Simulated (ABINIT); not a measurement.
## Bi: band-structure run (part 1 of 3)

- system: Bi (Im-3m, 1 atom in the cell)
- method: Kohn-Sham DFT of a periodic cell, PBE, spin-orbit coupling, JTH PAW PBE v2.0 sp, no spin polarisation (ABINIT 10.8.3)

The structure derives from a Materials Project entry.

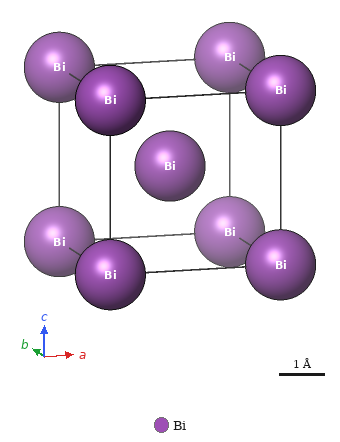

Fig. 1: The structure (spheres-only view of the cell 2 times as large as that of the calculation, set on its symmetry axes, seen slightly off an axis).

Key numbers:

```json
{"quantity": "outcome", "value": "converged"}
{"quantity": "space group (tolerance 0.01 Å)", "value": "Im-3m (229)"}
{"quantity": "electrons treated", "value": "5"}
{"quantity": "free energy", "value": "−155.2944 eV"}
{"quantity": "Fermi energy", "value": "−7.202 eV"}
{"quantity": "gap on the k-point mesh", "value": "none (metallic)"}
{"quantity": "pressure", "value": "2.32 GPa"}
{"quantity": "largest force (length of the vector)", "value": "under 0.001 eV/Å"}
{"quantity": "hardware", "value": "1 thread of Arm Neoverse V1, 24 GiB of memory available, shared host"}
{"quantity": "wall time", "value": "26 s"}
{"quantity": "peak memory", "value": "0.11 GiB"}
```

The input:
```
# Datasets: ground state, then fixed potential
ndtset 2

# Pseudopotentials
pp_dirpath "./"
pseudos "Bi.GGA_PBE-JTH_sp.xml"

# Structure
acell 6.4854235633 6.4854235633 6.4854235633
rprim
    -0.5773502692     0.5773502692     0.5773502692
     0.5773502692    -0.5773502692     0.5773502692
     0.5773502692     0.5773502692    -0.5773502692
ntypat 1
znucl 83
natom 1
typat 1
xcart
     0.0000000000     0.0000000000     0.0000000000 Angstrom

# Plane-wave basis
ecut 15.0
pawecutdg 30.0

# Exchange and correlation
ixc 11

# Bands and occupations
occopt 3
tsmear 0.00183747

# Spin
nspinor 2
nspden 1
pawspnorb 1

# SCF cycle
nstep 100

# Output
iomode 3
prtwf 0
prteig 0
prtebands 0
enunit 1
prtden1 1
prtvha1 1
prtvclmb1 1
prtpot1 1

# Dataset 1
kptopt1 4
ngkpt1 9 9 9
nshiftk1 1
shiftk1 0.0 0.0 0.0
nband1 14
tolvrs1 1.0e-9

# Dataset 2: bands along G-H-N-G-P-H
iscf2 -2
getden2 1
nband2 22
nbdbuf2 2
tolwfr2 1.0e-12
kptopt2 -5
ndivsm2 5
prteig2 1
prtvol2 -3
kptbounds2
     0.0000000000     0.0000000000     0.0000000000
     0.5000000000    -0.5000000000     0.5000000000
     0.0000000000     0.0000000000     0.5000000000
     0.0000000000     0.0000000000     0.0000000000
     0.2500000000     0.2500000000     0.2500000000
     0.5000000000    -0.5000000000     0.5000000000
```

Launch command:
```bash
abinit run.abi > log 2>&1
```

Log:
```
.Version 10.8.3 of ABINIT
 DATASET    1 : space group I4 3 2 (#211); Bravais cI (body-center cubic)
================================================================================
 Values of the parameters that define the memory need for DATASET  1.
     intxc =       0    ionmov =       0      iscf =      17    lmnmax =       8
     lnmax =       4     mgfft =      24  mpssoang =       2    mqgrid =    3001
     natom =       1  nloc_mem =       2    nspden =       1   nspinor =       2
    nsppol =       1      nsym =      24    n1xccc =       1    ntypat =       1
    occopt =       3   xclevel =       2
       mpw =         603          nfft =       13824          nkpt =          39
 PAW method is used; the additional fine FFT grid is defined by:
   mgfftf=        32    nfftf =     32768
================================================================================
================================================================================

 DATASET    2 : space group I4 3 2 (#211); Bravais cI (body-center cubic)
================================================================================
 Values of the parameters that define the memory need for DATASET  2.
     intxc =       0    ionmov =       0      iscf =      -2    lmnmax =       8
     lnmax =       4     mgfft =      24  mpssoang =       2    mqgrid =    3001
     natom =       1  nloc_mem =       2    nspden =       1   nspinor =       2
    nsppol =       1      nsym =      24    n1xccc =       1    ntypat =       1
    occopt =       3   xclevel =       2
       mpw =         603          nfft =       13824          nkpt =          30
 PAW method is used; the additional fine FFT grid is defined by:
   mgfftf=        32    nfftf =     32768
================================================================================
================================================================================

--------------------------------------------------------------------------------
------------- Echo of variables that govern the present computation ------------
--------------------------------------------------------------------------------
 -outvars: echo values of preprocessed input variables --------
            acell      6.4854235633E+00  6.4854235633E+00  6.4854235633E+00 Bohr
              amu      2.08980370E+02
             ecut      1.50000000E+01 Hartree
           enunit           1
           getden1          0
           getden2          1
             iscf1         17
             iscf2         -2
              ixc          11
           jdtset        1    2
           kptopt1          4
           kptopt2         -5
         kptrlatt        9    0    0      0    9    0      0    0    9
          kptrlen1     5.83688121E+01
          kptrlen2     3.00000000E+01
            natom           1
            nband1         14
            nband2         22
           nbdbuf1          0
           nbdbuf2          2
           ndtset           2
           ndivsm1          0
           ndivsm2          5
            ngfft          24      24      24
          ngfftdg          32      32      32
             nkpt1         39
             nkpt2         30
          nspinor           2
            nstep         100
             nsym          24
           ntypat           1
           occopt           3
        pawcpxocc           2
        pawecutdg      3.00000000E+01 Hartree
        pawspnorb           1
         pawxcdev           0
        prtebands           0
           prteig1          0
           prteig2          1
           prtpot1          1
           prtpot2          0
         prtvclmb1          1
         prtvclmb2          0
           prtvha1          1
           prtvha2          0
           prtvol1          0
           prtvol2         -3
            prtwf           0
            rprim     -5.7735026920E-01  5.7735026920E-01  5.7735026920E-01
                       5.7735026920E-01 -5.7735026920E-01  5.7735026920E-01
                       5.7735026920E-01  5.7735026920E-01 -5.7735026920E-01
           shiftk1     0.00000000E+00  0.00000000E+00  0.00000000E+00
           shiftk2     5.00000000E-01  5.00000000E-01  5.00000000E-01
          spgroup         211
           tolvrs1     1.00000000E-09
           tolvrs2     0.00000000E+00
           tolwfr1     0.00000000E+00
           tolwfr2     1.00000000E-12
           tsmear      1.83747000E-03 Hartree
            typat      1
           useylm           1
            znucl       83.00000

================================================================================

 chkinp: Checking input parameters for consistency, jdtset=   1.

 chkinp: Checking input parameters for consistency, jdtset=   2.

================================================================================
== DATASET  1 ==================================================================

--- !DatasetInfo
iteration_state: {dtset: 1, }
dimensions: {natom: 1, nkpt: 39, mband: 14, nsppol: 1, nspinor: 2, nspden: 1, mpw: 603, }
cutoff_energies: {ecut:  15.0, pawecutdg:  30.0, }
electrons: {nelect:   5.00000000E+00, charge:   0.00000000E+00, occopt:   3.00000000E+00, tsmear:   1.83747000E-03, }
meta: {optdriver: 0, ionmov: 0, optcell: 0, iscf: 17, paral_kgb: 0, }
...

 Exchange-correlation functional for the present dataset will be:
  GGA: Perdew-Burke-Ernzerhof functional - ixc=11
  J.P.Perdew, K.Burke, M.Ernzerhof, PRL 77, 3865 (1996)

 Real(R)+Recip(G) space primitive vectors, cartesian coordinates (Bohr,Bohr^-1):
 R(1)= -3.7443610  3.7443610  3.7443610  G(1)=  0.0000000  0.1335341  0.1335341
 R(2)=  3.7443610 -3.7443610  3.7443610  G(2)=  0.1335341  0.0000000  0.1335341
 R(3)=  3.7443610  3.7443610 -3.7443610  G(3)=  0.1335341  0.1335341  0.0000000
 Unit cell volume ucvol=  2.0998736E+02 bohr^3
 Angles (23,13,12)=  1.09471221E+02  1.09471221E+02  1.09471221E+02 degrees

 Coarse grid specifications (used for wave-functions):

 getcut: wavevector=  0.0000  0.0000  0.0000  ngfft=  24  24  24
         ecut(hartree)=     15.000   => boxcut(ratio)=   2.12257

 Fine grid specifications (used for densities):

 getcut: wavevector=  0.0000  0.0000  0.0000  ngfft=  32  32  32
         ecut(hartree)=     30.000   => boxcut(ratio)=   2.00313

--- Pseudopotential description ------------------------------------------------
- pspini: atom type   1  psp file is ./Bi.GGA_PBE-JTH_sp.xml
 Pseudopotential format is: paw10
 basis_size (lnmax)=  4 (lmn_size=  8), orbitals=   0   0   1   1
 Spheres core radius: rc_sph= 2.90574018
 Shapefunction is SIN type: shapef(r)=[sin(pi*r/rshp)/(pi*r/rshp)]**2
 Radius for shape functions =  2.20555141
 Compensation charge density is not taken into account in XC energy/potential

   5.43529550E+02                                ecore*ucvol(ha*bohr**3)
--------------------------------------------------------------------------------

================================================================================

--- !BeginCycle
iteration_state: {dtset: 1, }
solver: {iscf: 17, nstep: 100, nline: 4, wfoptalg: 10, }
tolerances: {tolvrs: 1.00E-09, }
...

     iter   Etot(hartree)      deltaE(h)  residm     nres2
 ETOT  1  -5.6724941060414    -5.672E+00 7.956E-02 3.826E-02
 ETOT  2  -5.7071148560934    -3.462E-02 1.048E-02 1.038E-02
 ETOT  3  -5.7069921857312     1.227E-04 1.685E-03 3.592E-03
 ETOT  4  -5.7069649597026     2.723E-05 6.953E-04 1.440E-05
 ETOT  5  -5.7069641688058     7.909E-07 5.844E-04 2.838E-06
 ETOT  6  -5.7069641448031     2.400E-08 3.721E-04 6.196E-08
 ETOT  7  -5.7069641432040     1.599E-09 1.960E-04 3.322E-08
 ETOT  8  -5.7069641423393     8.646E-10 1.891E-04 2.925E-10

 At SCF step    8       nres2   =  2.93E-10 < tolvrs=  1.00E-09 =>converged.

 Cartesian components of stress tensor (hartree/bohr^3)
  sigma(1 1)= -7.88302220E-05  sigma(3 2)=  0.00000000E+00
  sigma(2 2)= -7.88302220E-05  sigma(3 1)=  0.00000000E+00
  sigma(3 3)= -7.88302220E-05  sigma(2 1)=  0.00000000E+00

--- !ResultsGS
iteration_state: {dtset: 1, }
comment   : Summary of ground state results
lattice_vectors:
- [ -3.7443610,   3.7443610,   3.7443610, ]
- [  3.7443610,  -3.7443610,   3.7443610, ]
- [  3.7443610,   3.7443610,  -3.7443610, ]
lattice_lengths: [   6.48542,    6.48542,    6.48542, ]
lattice_angles: [109.471, 109.471, 109.471, ] # degrees, (23, 13, 12)
lattice_volume:   2.0998736E+02
convergence: {deltae:  8.646E-10, res2:  2.925E-10, residm:  1.891E-04, diffor: null, }
etotal    :  -5.70696414E+00
entropy   :   0.00000000E+00
fermie    :  -2.64685343E-01
cartesian_stress_tensor: # hartree/bohr^3
- [ -7.88302220E-05,   0.00000000E+00,   0.00000000E+00, ]
- [  0.00000000E+00,  -7.88302220E-05,   0.00000000E+00, ]
- [  0.00000000E+00,   0.00000000E+00,  -7.88302220E-05, ]
pressure_GPa:   2.3193E+00
xred      :
- [  0.0000E+00,   0.0000E+00,   0.0000E+00, Bi]
cartesian_forces: # hartree/bohr
- [ -0.00000000E+00,  -0.00000000E+00,  -0.00000000E+00, ]
force_length_stats: {min:   0.00000000E+00, max:   0.00000000E+00, mean:   0.00000000E+00, }
...

 Integrated electronic density in atomic spheres:
 ------------------------------------------------
 Atom  Sphere_radius  Integrated_density
    1        2.90574          3.48536245

================================================================================

 ----iterations are completed or convergence reached----

 Mean square residual over all n,k,spin=   77.700E-08; max=  18.909E-05
 reduced coordinates (array xred) for    1 atoms
       0.000000000000      0.000000000000      0.000000000000
 rms dE/dt=  0.0000E+00; max dE/dt=  0.0000E+00; dE/dt below (all hartree)
    1       0.000000000000      0.000000000000      0.000000000000

 cartesian coordinates (angstrom) at end:
    1      0.00000000000000     0.00000000000000     0.00000000000000

 cartesian forces (hartree/bohr) at end:
    1     -0.00000000000000    -0.00000000000000    -0.00000000000000
 frms,max,avg= 0.0000000E+00 0.0000000E+00   0.000E+00  0.000E+00  0.000E+00 h/b

 cartesian forces (eV/Angstrom) at end:
    1     -0.00000000000000    -0.00000000000000    -0.00000000000000
 frms,max,avg= 0.0000000E+00 0.0000000E+00   0.000E+00  0.000E+00  0.000E+00 e/A
 length scales=  6.485423563300  6.485423563300  6.485423563300 bohr
              =  3.431938350423  3.431938350423  3.431938350423 angstroms
 Fermi (or HOMO) energy (eV) =  -7.20246   Average Vxc (eV)=  -9.88029
 Eigenvalues (   eV  ) for nkpt=  39  k points:
 kpt#   1, nband= 14, wtk=  0.00137, kpt=  0.0000  0.0000  0.0000 (reduced coord)
 -20.46038  -20.46038   -4.37558   -4.37558   -0.69074   -0.69074   -0.69074   -0.69074
   2.18714    2.18714    5.36708    5.36708    5.36708    5.36708
 prteigrs : prtvol=0 or 1, do not print more k-points.

--- !EnergyTerms
iteration_state     : {dtset: 1, }
comment             : Components of total free energy in Hartree
kinetic             :  1.93403958522512E+00
hartree             :  1.11668675910932E-01
xc                  : -4.23237062402165E+00
Ewald energy        : -6.07452348092462E+00
psp_core            :  2.58839180164815E+00
local_psp           :  4.03504145330529E-01
PAW spherical_terms : -4.37519692337775E-01
internal            : -5.70680958916931E+00
'-kT*entropy'       : -1.25244339807815E-04
total_energy        : -5.70693483350912E+00
total_energy_eV     : -1.55293608035260E+02
...

--- !EnergyTermsDC
iteration_state     : {dtset: 1, }
comment             : '"Double-counting" decomposition of free energy'
band_energy         : -2.36235074431634E+00
Ewald energy        : -6.07452348092462E+00
psp_core            :  2.58839180164815E+00
xc_dc               : -1.53550302350475E+00
PAW spherical_terms :  1.67714654909803E+00
internal            : -5.70683889799952E+00
'-kT*entropy'       : -1.25244339807815E-04
total_energy_dc     : -5.70696414233933E+00
total_energy_dc_eV  : -1.55294405569159E+02
...

--- !EnergyTermsWithPAWCore
iteration_state     : {dtset: 1, }
comment             : 'Components of total free energy, including PAW core contributions'
Total energy        : -2.15309351351645E+04
Total energy DC     : -2.15309351644733E+04
Total energy (eV)   : -5.85886592200124E+05
Total energy DC (eV): -5.85886592997658E+05
...

 Cartesian components of stress tensor (hartree/bohr^3)
  sigma(1 1)= -7.88302220E-05  sigma(3 2)=  0.00000000E+00
  sigma(2 2)= -7.88302220E-05  sigma(3 1)=  0.00000000E+00
  sigma(3 3)= -7.88302220E-05  sigma(2 1)=  0.00000000E+00

-Cartesian components of stress tensor (GPa)         [Pressure=  2.3193E+00 GPa]
- sigma(1 1)= -2.31926520E+00  sigma(3 2)=  0.00000000E+00
- sigma(2 2)= -2.31926520E+00  sigma(3 1)=  0.00000000E+00
- sigma(3 3)= -2.31926520E+00  sigma(2 1)=  0.00000000E+00

================================================================================
== DATASET  2 ==================================================================

--- !DatasetInfo
iteration_state: {dtset: 2, }
dimensions: {natom: 1, nkpt: 30, mband: 22, nsppol: 1, nspinor: 2, nspden: 1, mpw: 603, }
cutoff_energies: {ecut:  15.0, pawecutdg:  30.0, }
electrons: {nelect:   5.00000000E+00, charge:   0.00000000E+00, occopt:   3.00000000E+00, tsmear:   1.83747000E-03, }
meta: {optdriver: 0, ionmov: 0, optcell: 0, iscf: -2, paral_kgb: 0, }
...

 mkfilename : getden/=0, take file _DEN from output of DATASET   1.
```
